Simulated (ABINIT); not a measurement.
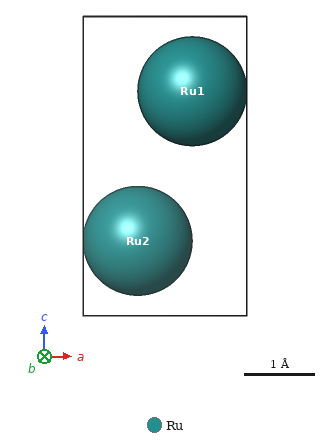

*The structure as given in the input (spheres-only view of the cell of the calculation, along the b axis; atoms are numbered from 1 in the order of the input). An atom can appear more than once, as a periodic image.*

## Ru: geometry relaxation (part 1 of 2)

Ru (P6₃/mmc, 2 atoms in the cell), computed with Kohn-Sham DFT of a periodic cell, RPBE, JTH PAW PBE v2.0, no spin polarisation (ABINIT 10.8.3).

The structure derives from an entry of the Crystallography Open Database.

## What the program printed
```
.Version 10.8.3 of ABINIT
 Symmetries : space group P6_3/m m c (#194); Bravais hP (primitive hexag.)
================================================================================
 Values of the parameters that define the memory need of the present run
     intxc =       0    ionmov =       2      iscf =      17    lmnmax =      18
     lnmax =       6     mgfft =      32  mpssoang =       3    mqgrid =    3001
     natom =       2  nloc_mem =       2    nspden =       1   nspinor =       1
    nsppol =       1      nsym =      24    n1xccc =       1    ntypat =       1
    occopt =       3   xclevel =       2
       mpw =         663          nfft =       12800          nkpt =          64
 PAW method is used; the additional fine FFT grid is defined by:
   mgfftf=        45    nfftf =     40500
================================================================================
================================================================================

--------------------------------------------------------------------------------
------------- Echo of variables that govern the present computation ------------
--------------------------------------------------------------------------------
 -outvars: echo values of preprocessed input variables --------
            acell      5.1132209480E+00  5.1132209481E+00  8.0916182930E+00 Bohr
              amu      1.01070000E+02
          chkprim           0
      chksymtnons           0
          dilatmx      1.08000000E+00
             ecut      1.50000000E+01 Hartree
           ecutsm      5.00000000E-01 Hartree
           enunit           2
           ionmov           2
                       outvar_i_n : Printing only first  50 k-points.
              ixc          15
                       outvar_i_n : Printing only first  50 k-points.
         kptrlatt       11    0    0      0   11    0      0    0    6
          kptrlen      4.85497098E+01
            natom           2
            nband          20
            ngfft          20      20      32
          ngfftdg          30      30      45
             nkpt          64
            nstep         100
             nsym          24
            ntime          60
           ntypat           1
                       prtocc : prtvol=0, do not print more k-points.
           occopt           3
          optcell           2
        pawecutdg      3.00000000E+01 Hartree
         pawxcdev           0
           prtden           0
        prtebands           0
           prteig           0
            prtwf           0
            rprim      1.0000000000E+00  0.0000000000E+00  0.0000000000E+00
                      -5.0000000000E-01  8.6602540380E-01  0.0000000000E+00
                       0.0000000000E+00  0.0000000000E+00  1.0000000000E+00
          spgroup         194
        strtarget     -3.39893100E-04 -3.39893100E-04 -3.39893100E-04
                       0.00000000E+00  0.00000000E+00  0.00000000E+00
           tolsym      1.00000000E-06
           tolvrs      1.00000000E-09
           tsmear      1.83746611E-03 Hartree
            typat      1  1
           useylm           1
                       outvars : Printing only first  50 k-points.
           xangst      1.3528999991E+00  7.8109717868E-01  3.2114249978E+00
                      -1.7639239780E-11  1.5621943574E+00  1.0704749993E+00
            xcart      2.5566104740E+00  1.4760597454E+00  6.0687137197E+00
                      -3.3333332253E-11  2.9521194909E+00  2.0229045732E+00
             xred      6.6666666667E-01  3.3333333333E-01  7.5000000000E-01
                       3.3333333333E-01  6.6666666667E-01  2.5000000000E-01
            znucl       44.00000

================================================================================

 chkinp: Checking input parameters for consistency.

================================================================================
== DATASET  1 ==================================================================

--- !DatasetInfo
iteration_state: {dtset: 1, }
dimensions: {natom: 2, nkpt: 64, mband: 20, nsppol: 1, nspinor: 1, nspden: 1, mpw: 663, }
cutoff_energies: {ecut:  15.0, pawecutdg:  30.0, }
electrons: {nelect:   3.20000000E+01, charge:   0.00000000E+00, occopt:   3.00000000E+00, tsmear:   1.83746611E-03, }
meta: {optdriver: 0, ionmov: 2, optcell: 2, iscf: 17, paral_kgb: 0, }
...

 Exchange-correlation functional for the present dataset will be:
  GGA: RPBE functional - ixc=15
  Hammer, L. B. Hansen, and J. K. Norskov, PRB 59, 7413 (1999)

 Real(R)+Recip(G) space primitive vectors, cartesian coordinates (Bohr,Bohr^-1):
 R(1)=  5.1132209  0.0000000  0.0000000  G(1)=  0.1955714  0.1129132  0.0000000
 R(2)= -2.5566105  4.4281792  0.0000000  G(2)=  0.0000000  0.2258265  0.0000000
 R(3)=  0.0000000  0.0000000  8.0916183  G(3)=  0.0000000  0.0000000  0.1235847
 Unit cell volume ucvol=  1.8321252E+02 bohr^3
 Angles (23,13,12)=  9.00000000E+01  9.00000000E+01  1.20000000E+02 degrees

 Coarse grid specifications (used for wave-functions):

 getcut: wavevector=  0.0000  0.0000  0.0000  ngfft=  20  20  32
         ecut(hartree)=     17.496   => boxcut(ratio)=   2.07731

 Fine grid specifications (used for densities):

 getcut: wavevector=  0.0000  0.0000  0.0000  ngfft=  30  30  45
         ecut(hartree)=     34.992   => boxcut(ratio)=   2.04206

--- Pseudopotential description ------------------------------------------------
- pspini: atom type   1  psp file is ./Ru.GGA_PBE-JTH.xml
 Pseudopotential format is: paw10
 basis_size (lnmax)=  6 (lmn_size= 18), orbitals=   0   0   1   1   2   2
 Spheres core radius: rc_sph= 2.21046734
 Shapefunction is SIN type: shapef(r)=[sin(pi*r/rshp)/(pi*r/rshp)]**2
 Radius for shape functions =  2.00219127
 Compensation charge density is not taken into account in XC energy/potential

   2.05817936E+03                                ecore*ucvol(ha*bohr**3)
--------------------------------------------------------------------------------

================================================================================

=== [ionmov= 2] Broyden-Fletcher-Goldfarb-Shanno method (forces)
================================================================================

--- Iteration: ( 1/60) Internal Cycle: (1/1)
--------------------------------------------------------------------------------

---SELF-CONSISTENT-FIELD CONVERGENCE--------------------------------------------

--- !BeginCycle
iteration_state: {dtset: 1, itime: 1, icycle: 1, }
solver: {iscf: 17, nstep: 100, nline: 4, wfoptalg: 10, }
tolerances: {tolvrs: 1.00E-09, }
...

     iter   Etot(hartree)      deltaE(h)  residm     nres2
 ETOT  1  -189.82173579418    -1.898E+02 7.526E+00 7.327E+00
 ETOT  2  -191.20519573545    -1.383E+00 1.906E-01 2.032E+00
 ETOT  3  -191.19908463177     6.111E-03 2.289E-01 3.345E-01
 ETOT  4  -191.19844449218     6.401E-04 6.186E-03 5.718E-03
 ETOT  5  -191.19852769016    -8.320E-05 2.628E-03 2.559E-03
 ETOT  6  -191.19851872509     8.965E-06 1.119E-03 1.031E-05
 ETOT  7  -191.19851935652    -6.314E-07 1.963E-03 6.974E-06
 ETOT  8  -191.19851934703     9.494E-09 7.224E-04 7.472E-07
 ETOT  9  -191.19851934466     2.368E-09 8.875E-04 1.696E-08
 ETOT 10  -191.19851934502    -3.587E-10 3.037E-04 6.488E-09
 ETOT 11  -191.19851934527    -2.502E-10 3.517E-04 1.922E-10

 At SCF step   11       nres2   =  1.92E-10 < tolvrs=  1.00E-09 =>converged.

 Cartesian components of stress tensor (hartree/bohr^3)
  sigma(1 1)= -2.93199630E-04  sigma(3 2)=  0.00000000E+00
  sigma(2 2)= -2.93199634E-04  sigma(3 1)=  0.00000000E+00
  sigma(3 3)= -2.96727305E-04  sigma(2 1)=  6.89013116E-13

--- !ResultsGS
iteration_state: {dtset: 1, itime: 1, icycle: 1, }
comment   : Summary of ground state results
lattice_vectors:
- [  5.1132209,   0.0000000,   0.0000000, ]
- [ -2.5566105,   4.4281792,   0.0000000, ]
- [  0.0000000,   0.0000000,   8.0916183, ]
lattice_lengths: [   5.11322,    5.11322,    8.09162, ]
lattice_angles: [ 90.000,  90.000, 120.000, ] # degrees, (23, 13, 12)
lattice_volume:   1.8321252E+02
convergence: {deltae: -2.502E-10, res2:  1.922E-10, residm:  3.517E-04, diffor: null, }
etotal    :  -1.91198519E+02
entropy   :   0.00000000E+00
fermie    :   5.29804938E-01
cartesian_stress_tensor: # hartree/bohr^3
- [ -2.93199630E-04,   6.89013116E-13,   0.00000000E+00, ]
- [  6.89013116E-13,  -2.93199634E-04,   0.00000000E+00, ]
- [  0.00000000E+00,   0.00000000E+00,  -2.96727305E-04, ]
pressure_GPa:   8.6608E+00
xred      :
- [  6.6667E-01,   3.3333E-01,   7.5000E-01, Ru]
- [  3.3333E-01,   6.6667E-01,   2.5000E-01, Ru]
cartesian_forces: # hartree/bohr
- [  1.05320902E-28,  -1.82421154E-28,   5.58294879E-22, ]
- [ -1.05320902E-28,   1.82421154E-28,  -5.58294879E-22, ]
force_length_stats: {min:   5.58294879E-22, max:   5.58294879E-22, mean:   5.58294879E-22, }
...

 Integrated electronic density in atomic spheres:
 ------------------------------------------------
 Atom  Sphere_radius  Integrated_density
    1        2.21047         13.71263664
    2        2.21047         13.71263664

---OUTPUT-----------------------------------------------------------------------

 Cartesian coordinates (xcart) [bohr]
  2.55661047398333E+00  1.47605974543231E+00  6.06871371975000E+00
 -3.33333322526873E-11  2.95211949086461E+00  2.02290457325000E+00
 Reduced coordinates (xred)
  6.66666666666666E-01  3.33333333333333E-01  7.50000000000000E-01
  3.33333333333333E-01  6.66666666666666E-01  2.50000000000000E-01
 Cartesian forces (fcart) [Ha/bohr]; max,rms= 5.58295E-22 3.22332E-22 (free atoms)
  1.05320902442426E-28 -1.82421154121252E-28  5.58294878532642E-22
 -1.05320902442426E-28  1.82421154121252E-28 -5.58294878532642E-22
 Gradient of E wrt nuclear positions in reduced coordinates (gred)
 -5.38529044630877E-28  1.07705808926175E-27 -4.51750905202293E-21
  5.38529044630877E-28 -1.07705808926175E-27  4.51750905202293E-21
 Scale of Primitive Cell (acell) [bohr]
  5.11322094800000E+00  5.11322094810000E+00  8.09161829300000E+00
 Real space primitive translations (rprimd) [bohr]
  5.11322094800000E+00  0.00000000000000E+00  0.00000000000000E+00
 -2.55661047405000E+00  4.42817923629692E+00  0.00000000000000E+00
  0.00000000000000E+00  0.00000000000000E+00  8.09161829300000E+00
 Unitary Cell Volume (ucvol) [Bohr^3]=  1.83212515764157E+02
 Angles (23,13,12)= [degrees]
  9.00000000000000E+01  9.00000000000000E+01  1.19999999999554E+02
 Lengths [Bohr]
  5.11322094800000E+00  5.11322094816891E+00  8.09161829300000E+00
 Stress tensor in cartesian coordinates (strten) [Ha/bohr^3]
 -2.93199629609830E-04  6.89013116049105E-13  0.00000000000000E+00
  6.89013116049105E-13 -2.93199634189723E-04  0.00000000000000E+00
  0.00000000000000E+00  0.00000000000000E+00 -2.96727304799696E-04
 Total energy (etotal) [Ha]= -1.91198519345270E+02

--- Iteration: ( 2/60) Internal Cycle: (1/1)
--------------------------------------------------------------------------------

---SELF-CONSISTENT-FIELD CONVERGENCE--------------------------------------------

--- !BeginCycle
iteration_state: {dtset: 1, itime: 2, icycle: 1, }
solver: {iscf: 17, nstep: 100, nline: 4, wfoptalg: 10, }
tolerances: {tolvrs: 1.00E-09, }
...

     iter   Etot(hartree)      deltaE(h)  residm     nres2
 ETOT  1  -191.19844693599    -1.912E+02 2.077E-01 7.749E-02
 ETOT  2  -191.19831323372     1.337E-04 1.146E-04 1.182E-02
 ETOT  3  -191.19827967101     3.356E-05 2.123E-05 2.424E-04
 ETOT  4  -191.19828109773    -1.427E-06 8.343E-06 2.965E-05
 ETOT  5  -191.19828108109     1.664E-08 1.975E-06 6.994E-07
 ETOT  6  -191.19828108342    -2.328E-09 2.293E-06 3.231E-07
 ETOT  7  -191.19828108232     1.100E-09 4.892E-07 2.081E-09
 ETOT  8  -191.19828108223     8.390E-11 7.095E-07 1.159E-10

 At SCF step    8       nres2   =  1.16E-10 < tolvrs=  1.00E-09 =>converged.

 Cartesian components of stress tensor (hartree/bohr^3)
  sigma(1 1)= -3.40034416E-04  sigma(3 2)=  0.00000000E+00
  sigma(2 2)= -3.40034421E-04  sigma(3 1)=  0.00000000E+00
  sigma(3 3)= -3.45252257E-04  sigma(2 1)=  6.94187291E-13

--- !ResultsGS
iteration_state: {dtset: 1, itime: 2, icycle: 1, }
comment   : Summary of ground state results
lattice_vectors:
- [  5.1060583,   0.0000000,   0.0000000, ]
- [ -2.5530292,   4.4219762,   0.0000000, ]
- [  0.0000000,   0.0000000,   8.0811399, ]
lattice_lengths: [   5.10606,    5.10606,    8.08114, ]
lattice_angles: [ 90.000,  90.000, 120.000, ] # degrees, (23, 13, 12)
lattice_volume:   1.8246299E+02
convergence: {deltae:  8.390E-11, res2:  1.159E-10, residm:  7.095E-07, diffor: null, }
etotal    :  -1.91198281E+02
entropy   :   0.00000000E+00
fermie    :   5.32777987E-01
cartesian_stress_tensor: # hartree/bohr^3
- [ -3.40034416E-04,   6.94187291E-13,   0.00000000E+00, ]
- [  6.94187291E-13,  -3.40034421E-04,   0.00000000E+00, ]
- [  0.00000000E+00,   0.00000000E+00,  -3.45252257E-04, ]
pressure_GPa:   1.0055E+01
xred      :
- [  6.6667E-01,   3.3333E-01,   7.5000E-01, Ru]
- [  3.3333E-01,   6.6667E-01,   2.5000E-01, Ru]
cartesian_forces: # hartree/bohr
- [ -1.05468643E-28,  -3.04461748E-28,  -5.59018793E-22, ]
- [  1.05468643E-28,   3.04461748E-28,   5.59018793E-22, ]
force_length_stats: {min:   5.59018793E-22, max:   5.59018793E-22, mean:   5.59018793E-22, }
...

 Integrated electronic density in atomic spheres:
 ------------------------------------------------
 Atom  Sphere_radius  Integrated_density
    1        2.21047         13.71379166
    2        2.21047         13.71379166

---OUTPUT-----------------------------------------------------------------------

 Cartesian coordinates (xcart) [bohr]
  2.55302916369498E+00  1.47399207497319E+00  6.06085489414332E+00
 -3.32865539281707E-11  2.94798414994637E+00  2.02028496471444E+00
 Reduced coordinates (xred)
  6.66666666666666E-01  3.33333333333333E-01  7.50000000000000E-01
  3.33333333333333E-01  6.66666666666666E-01  2.50000000000000E-01
 Cartesian forces (fcart) [Ha/bohr]; max,rms= 5.59019E-22 3.22750E-22 (free atoms)
 -1.05468643344433E-28 -3.04461748119632E-28 -5.59018793254924E-22
  1.05468643344433E-28  3.04461748119632E-28  5.59018793254924E-22
 Gradient of E wrt nuclear positions in reduced coordinates (gred)
  5.38529044630877E-28  1.07705808926175E-27  4.51750905202293E-21
 -5.38529044630877E-28 -1.07705808926175E-27 -4.51750905202293E-21
 Scale of Primitive Cell (acell) [bohr]
  5.10605832742326E+00  5.10605832759193E+00  8.08113985885776E+00
 Real space primitive translations (rprimd) [bohr]
  5.10605832742326E+00  0.00000000000000E+00  0.00000000000000E+00
 -2.55302916376156E+00  4.42197622491956E+00  0.00000000000000E+00
  0.00000000000000E+00  0.00000000000000E+00  8.08113985885776E+00
 Unitary Cell Volume (ucvol) [Bohr^3]=  1.82462994420787E+02
 Angles (23,13,12)= [degrees]
  9.00000000000000E+01  9.00000000000000E+01  1.19999999999554E+02
 Lengths [Bohr]
  5.10605832742326E+00  5.10605832759193E+00  8.08113985885776E+00
 Stress tensor in cartesian coordinates (strten) [Ha/bohr^3]
 -3.40034416285766E-04  6.94187290921809E-13  0.00000000000000E+00
  6.94187290921809E-13 -3.40034420899984E-04  0.00000000000000E+00
  0.00000000000000E+00  0.00000000000000E+00 -3.45252257233759E-04
 Total energy (etotal) [Ha]= -1.91198281082233E+02

 Difference of energy with previous step (new-old):
           Absolute (Ha)= 2.38263E-04
           Relative     = 1.24616E-06
```
